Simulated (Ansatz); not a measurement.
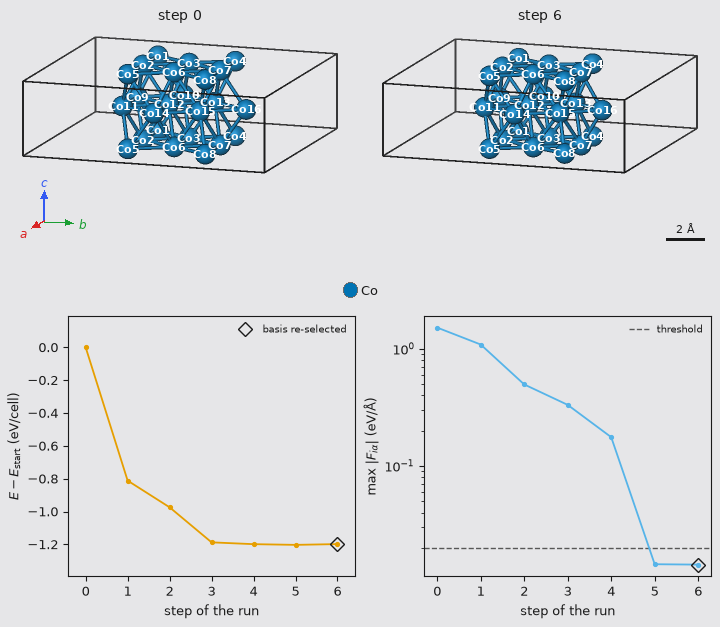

First and last geometry of a relaxation of a wire of composition Co, with the history of the run. Style: ball-and-stick. Shown: the cell of the calculation, with the vacuum cut short (origin shifted), slightly off an axis.

Case: wire along [0 0 1], 16 atoms a period.

Level of theory: DFT PBE, scalar-relativistic, plane waves, PAW in Ansatz 0.2.0. Settings: plane-wave cutoff 420 eV; k-point mesh 1 × 1 × 13; occupations gaussian; smearing width 0.05 eV; collinear spin; cell relaxed at fixed a, b, alpha, beta, gamma; force threshold 0.02 eV/Å; at most 45 steps.

**Read the history and describe the run.**

It converged. Co16 moves most relative to the layer's centre: 0.22 Å. Along the periodic axis the drawn cell goes c 4.034 → 3.927 Å (−2.6 %). Near-neighbour distances that change, for instance: Co7–Co16 2.478 → 2.289 Å, Co4–Co13 2.478 → 2.296 Å, Co4–Co7 2.492 → 2.323 Å, Co13–Co16 2.492 → 2.334 Å. Among the angles between lasting bonds that change: Co13–Co4–Co13 109.0° → 117.5°, Co13–Co16–Co15 60.0° → 68.1°, Co3–Co4–Co7 60.0° → 67.2°. Over 5 accepted moves (6 points after the start) the energy falls by 1.198 eV per cell of the calculation. The largest force component goes from 1.5 to 0.014 eV/Å. The SCF was repeated once at an unchanged geometry on a basis and grid sized afresh for the cell, which shifted the energy by 4.7 meV per cell of the calculation at most. The run took 18 min on 4 threads of Arm Neoverse V2 (shared host), peak memory 3.8 GiB.
